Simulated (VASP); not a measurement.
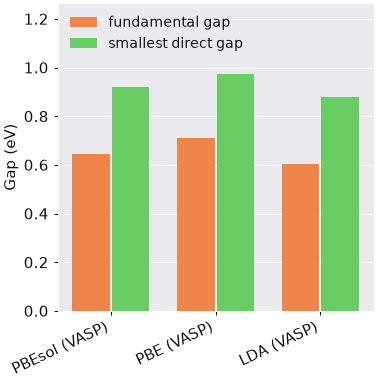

Gaps of PtS$_{2}$, space group P-3m1, 3 atoms in the cell, 1T (CdI2) bulk type, at several levels of theory on one cell (VASP, plane waves and PAW; edges over the mesh and the special points).

How does the gap depend on the level, and does its kind change?

Answer. In rising order: LDA (VASP) 0.60 eV, PBEsol (VASP) 0.64 eV and PBE (VASP) 0.71 eV. It is indirect at every level.
